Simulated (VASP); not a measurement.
Band-structure calculation, with input and output: CsH

The run: band-structure calculation of CsH (2 atoms in the cell). Method and program: DFT, r2SCAN, plane waves, PAW (VASP 6.6.1).

The structure was built on a prototype by a generator. The geometry comes from this level: r2SCAN (a point of a series of strains). It belongs to a series of runs on one base structure; here: epitaxial_111 strain -2.0%.

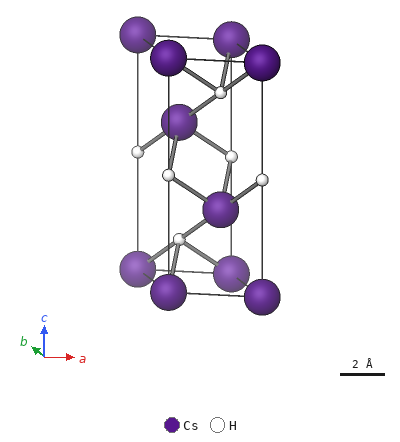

Figure 1. The input geometry (ball-and-stick view of the cell 3 times as large as that of the calculation, set on its symmetry axes, seen slightly off an axis). Near neighbours in the crystal (not all of them lie inside the picture): Cs has 6 H at 3.16 Å; H has 6 Cs at 3.16 Å.

INCAR:
```
ENCUT = 520.000000
SIGMA = 0.010000
EDIFF = 1.00e-07
ALGO = Normal
METAGGA = R2SCAN
PREC = Accurate
IBRION = -1
ISIF = 2
ISMEAR = 0
NBANDS = 12
NELM = 120
NSW = 0
LASPH = .TRUE.
LCHARG = .FALSE.
LWAVE = .FALSE.
LREAL = .FALSE.
```

KPOINTS:
```
KPOINTS created by Atomic Simulation Environment
0
Gamma
8 8 8
0 0 0
```

KPOINTS_OPT:
```
special points
7
Reciprocal
0.0000000000 0.0000000000 0.0000000000 1
0.5000000000 0.0000000000 0.5000000000 1
0.6250000000 0.2500000000 0.6250000000 1
0.3750000000 0.3750000000 0.7500000000 1
0.5000000000 0.5000000000 0.5000000000 1
0.5000000000 0.2500000000 0.7500000000 1
0.0000000000 0.0000000000 0.5000000000 1
```

POSCAR:
```
Cs H
 1.0000000000000000
     0.0769682246000000    3.2024494487999999    3.2024494487999999
     3.2024494487999999    0.0769682246000000    3.2024494487999999
     3.2024494487999999    3.2024494487999999    0.0769682246000000
 Cs  H
   1   1
Cartesian
  0.0000000000000000  0.0000000000000000  0.0000000000000000
  3.2409335611000016  3.2409335611000012  3.2409335611000012
```

Machine: 1 CPU thread, shared host.

Launched with:
```bash
mpirun -np 1 vasp_std
```

OSZICAR:
```
N       E                     dE             d eps       ncg     rms          rms(c)
DAV:   1     0.188516758300E+02    0.18852E+02   -0.42133E+03  1560   0.704E+02
DAV:   2    -0.280251268810E+02   -0.46877E+02   -0.44861E+02  1996   0.116E+02
DAV:   3    -0.318236083290E+02   -0.37985E+01   -0.37917E+01  1916   0.355E+01
DAV:   4    -0.318548781912E+02   -0.31270E-01   -0.31267E-01  1820   0.366E+00
DAV:   5    -0.318550019696E+02   -0.12378E-03   -0.12378E-03  1984   0.239E-01    0.357E+00
DAV:   6    -0.291532835717E+02    0.27017E+01   -0.50215E-01  1840   0.435E+00    0.194E+00
DAV:   7    -0.289727322007E+02    0.18055E+00   -0.11793E+00  1868   0.430E+00    0.103E+00
DAV:   8    -0.289851594921E+02   -0.12427E-01   -0.12127E-01  1772   0.190E+00    0.338E-01
DAV:   9    -0.289889721745E+02   -0.38127E-02   -0.16927E-02  1728   0.104E+00    0.305E-01
DAV:  10    -0.289853729304E+02    0.35992E-02   -0.33714E-03  1824   0.299E-01    0.333E-02
DAV:  11    -0.289853229525E+02    0.49978E-04   -0.38590E-04  1796   0.125E-01    0.130E-02
DAV:  12    -0.289853251681E+02   -0.22156E-05   -0.12133E-05  1908   0.233E-02    0.324E-03
DAV:  13    -0.289853268551E+02   -0.16870E-05   -0.16751E-06  1824   0.859E-03    0.116E-03
DAV:  14    -0.289853265316E+02    0.32349E-06   -0.10829E-07  1888   0.218E-03    0.614E-04
DAV:  15    -0.289853266494E+02   -0.11778E-06   -0.25930E-08   876   0.961E-04    0.134E-04
DAV:  16    -0.289853266566E+02   -0.72371E-08   -0.29248E-09   828   0.301E-04
   1 F= -.28985327E+02 E0= -.28985327E+02  d E =-.205485E-13
       N       E                     dE             ncg
DAV:   1     0.803695193470E+03   -0.20073E+04      168
DAV:   2     0.435168376639E+03   -0.36853E+03      216
DAV:   3     0.405595773373E+03   -0.29573E+02      204
DAV:   4     0.405359731879E+03   -0.23604E+00      208
DAV:   5     0.405358849043E+03   -0.88284E-03      212
DAV:   6     0.405358845299E+03   -0.37439E-05      208
DAV:   7     0.405358845282E+03   -0.17951E-07      196
```

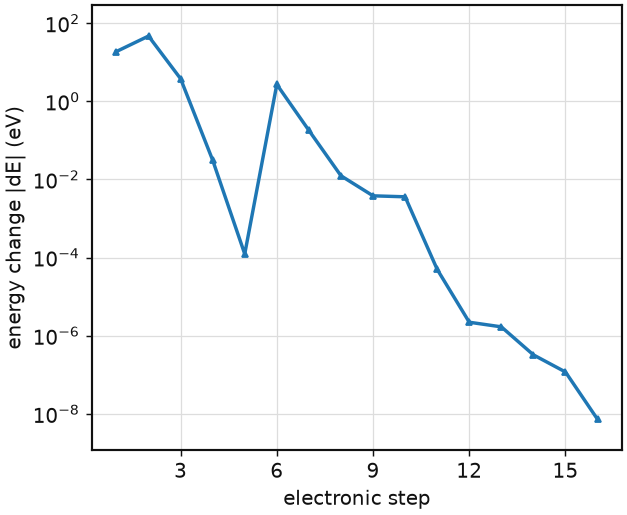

Figure 2. Convergence of the self-consistent field: energy change |dE| against the electronic step. It takes 16 electronic steps. The density is held fixed in the first few steps, and dE rises again when its update begins.

Parts of OUTCAR:
```
k-points           NKPTS =     65   k-points in BZ     NKDIM =     65   number of bands    NBANDS=     12

   NELECT =      10.0000    total number of electrons

   dimension x,y,z NGX =    36 NGY =   36 NGZ =   36
   dimension x,y,z NGXF=    72 NGYF=   72 NGZF=   72

  energy-cutoff  :      520.00
  volume of cell :       63.32
      direct lattice vectors                 reciprocal lattice vectors
     0.076968225  3.202449449  3.202449449    -0.161874975  0.158075755  0.158075755
     3.202449449  0.076968225  3.202449449     0.158075755 -0.161874975  0.158075755
     3.202449449  3.202449449  0.076968225     0.158075755  0.158075755 -0.161874975

 k-points in reciprocal lattice and weights: KPOINTS created by Atomic Simulation Env
   0.00000000  0.00000000  0.00000000       0.002
   0.12500000  0.00000000  0.00000000       0.012
   0.25000000  0.00000000  0.00000000       0.012
   0.37500000  0.00000000 -0.00000000       0.012
   0.50000000  0.00000000  0.00000000       0.006
   0.12500000  0.12500000 -0.00000000       0.012
   0.25000000  0.12500000 -0.00000000       0.023
   0.37500000  0.12500000 -0.00000000       0.023
   0.50000000  0.12500000 -0.00000000       0.023
  -0.37500000  0.12500000 -0.00000000       0.023
  -0.25000000  0.12500000 -0.00000000       0.023
  -0.12500000  0.12500000  0.00000000       0.012
   0.25000000  0.25000000 -0.00000000       0.012
   0.37500000  0.25000000 -0.00000000       0.023
   0.50000000  0.25000000 -0.00000000       0.023
  -0.37500000  0.25000000 -0.00000000       0.023
  -0.25000000  0.25000000  0.00000000       0.012
   0.37500000  0.37500000 -0.00000000       0.012
   0.50000000  0.37500000 -0.00000000       0.023
  -0.37500000  0.37500000  0.00000000       0.012
   0.50000000  0.50000000 -0.00000000       0.006
   0.12500000  0.12500000  0.12500000       0.004
   0.25000000  0.12500000  0.12500000       0.012
   0.37500000  0.12500000  0.12500000       0.012
   0.50000000  0.12500000  0.12500000       0.012
  -0.37500000  0.12500000  0.12500000       0.012
  -0.25000000  0.12500000  0.12500000       0.012
  -0.12500000  0.12500000  0.12500000       0.012
   0.25000000  0.25000000  0.12500000       0.012
   0.37500000  0.25000000  0.12500000       0.023
   0.50000000  0.25000000  0.12500000       0.023
  -0.37500000  0.25000000  0.12500000       0.023
  -0.25000000  0.25000000  0.12500000       0.023
  -0.12500000  0.25000000  0.12500000       0.023
   0.37500000  0.37500000  0.12500000       0.012
   0.50000000  0.37500000  0.12500000       0.023
  -0.37500000  0.37500000  0.12500000       0.023
  -0.25000000  0.37500000  0.12500000       0.023
  -0.12500000  0.37500000  0.12500000       0.023
   0.50000000  0.50000000  0.12500000       0.012
  -0.37500000  0.50000000  0.12500000       0.023
  -0.25000000  0.50000000  0.12500000       0.023
  -0.12500000  0.50000000  0.12500000       0.012
  -0.37500000 -0.37500000  0.12500000       0.012
  -0.25000000 -0.37500000  0.12500000       0.023
  -0.25000000 -0.25000000  0.12500000       0.012
   0.25000000  0.25000000  0.25000000       0.004
   0.37500000  0.25000000  0.25000000       0.012
   0.50000000  0.25000000  0.25000000       0.012
  -0.37500000  0.25000000  0.25000000       0.012
  -0.25000000  0.25000000  0.25000000       0.012
   0.37500000  0.37500000  0.25000000       0.012
   0.50000000  0.37500000  0.25000000       0.023
  -0.37500000  0.37500000  0.25000000       0.023
  -0.25000000  0.37500000  0.25000000       0.023
   0.50000000  0.50000000  0.25000000       0.012
  -0.37500000  0.50000000  0.25000000       0.023
  -0.25000000  0.50000000  0.25000000       0.012
  -0.37500000 -0.37500000  0.25000000       0.012
   0.37500000  0.37500000  0.37500000       0.004
   0.50000000  0.37500000  0.37500000       0.012
  -0.37500000  0.37500000  0.37500000       0.012
   0.50000000  0.50000000  0.37500000       0.012
  -0.37500000  0.50000000  0.37500000       0.012
   0.50000000  0.50000000  0.50000000       0.002

 E-fermi :   0.0503

 k-point     1 :       0.0000    0.0000    0.0000
  band No.  band energies     occupation
      1     -22.0886      2.00000
      2      -8.1634      2.00000
      3      -8.1397      2.00000
      4      -8.1397      2.00000
      5      -1.6986      2.00000
      6       5.4414      0.00000
      7       5.7907      0.00000
      8       5.7907      0.00000
      9       6.4528      0.00000
     10       7.6485      0.00000
     11       7.6485      0.00000
     12       9.2587      0.00000

 k-point     2 :       0.1250    0.0000    0.0000
  band No.  band energies     occupation
      1     -22.0751      2.00000
      2      -8.2958      2.00000
      3      -8.1742      2.00000
      4      -8.1575      2.00000
      5      -1.4566      2.00000
      6       5.2084      0.00000
      7       5.5909      0.00000
      8       5.9416      0.00000
      9       6.2491      0.00000
     10       7.2333      0.00000
     11       7.2871      0.00000
     12      10.0128      0.00000

 k-point     3 :       0.2500    0.0000    0.0000
  band No.  band energies     occupation
      1     -22.0420      2.00000
      2      -8.6350      2.00000
      3      -8.2058      2.00000
      4      -8.1997      2.00000
      5      -0.8827      2.00000
      6       4.0367      0.00000
      7       5.5654      0.00000
      8       5.8972      0.00000
      9       6.4208      0.00000
     10       7.2141      0.00000
     11       7.3654      0.00000
     12      11.6452      0.00000

 k-point     4 :       0.3750    0.0000   -0.0000
  band No.  band energies     occupation
      1     -22.0086      2.00000
      2      -8.9400      2.00000
      3      -8.2410      2.00000
      4      -8.2366      2.00000
      5      -0.2808      2.00000
      6       3.0500      0.00000
      7       5.2098      0.00000
      8       5.5257      0.00000
      9       7.1736      0.00000
     10       8.0986      0.00000
     11       8.3587      0.00000
     12      11.7967      0.00000

 k-point     5 :       0.5000    0.0000    0.0000
  band No.  band energies     occupation
      1     -21.9946      2.00000
      2      -9.0584      2.00000
      3      -8.2579      2.00000
      4      -8.2491      2.00000
      5       0.0042      2.00000
      6       2.6362      0.00000
      7       5.0528      0.00000
      8       5.3696      0.00000
      9       7.8836      0.00000
     10       8.7803      0.00000
     11       9.1203      0.00000
     12      10.6273      0.00000

 [... the levels of 59 k-points are left out ...]

 k-point    65 :       0.5000    0.5000    0.5000
  band No.  band energies     occupation
      1     -22.0114      2.00000
      2      -9.0078      2.00000
      3      -8.2201      2.00000
      4      -8.2201      2.00000
      5      -0.0202      2.00000
      6       2.6328      0.00000
      7       5.3409      0.00000
      8       5.3409      0.00000
      9       7.8668      0.00000
     10       8.8801      0.00000
     11       8.8801      0.00000
     12      10.4221      0.00000

  Total        0.1072045      0.1072045      0.1072045     -0.0479038     -0.0479038     -0.0479038
  in kB        2.7126245      2.7126245      2.7126245     -1.2121220     -1.2121220     -1.2121220
  external PRESSURE =       2.7126245 kB  Pullay stress =       0.0000000 kB

 POSITION                                       TOTAL-FORCE (eV/Angst)
 -----------------------------------------------------------------------------------
      0.00000      0.00000      0.00000        -0.000000     -0.000000     -0.000000
      3.24093      3.24093      3.24093         0.000000      0.000000      0.000000
 -----------------------------------------------------------------------------------
    total drift:                               -0.000000      0.000000      0.000000

  FREE ENERGIE OF THE ION-ELECTRON SYSTEM (eV)
  ---------------------------------------------------
  free  energy   TOTEN  =       -28.9853266566 eV

  energy  without entropy=      -28.9853266566  energy(sigma->0) =      -28.98532666
```

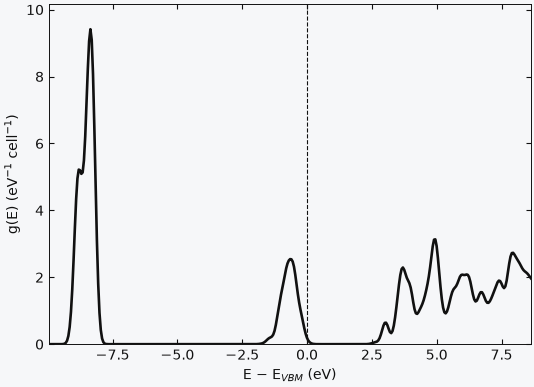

Figure 3. Density of states (the curve is built from the levels of the k mesh with Gaussians 0.3 eV wide, which also blur the band edges), with energies from the valence-band top. There is a gap of 2.63 eV on the k-point mesh. Small ripples come from the finite k-point mesh.

Summary:

- outcome: converged
- space group (tolerance 0.01 Å): R-3m (166)
- electrons treated: 10
- free energy: −28.9853 eV
- Fermi energy: 0.050 eV
- band gap: 2.63 eV
- pressure: 0.27 GPa
- largest force (length of the vector): under 0.001 eV/Å
- wall time: 2.9 min
- peak memory: 0.25 GiB
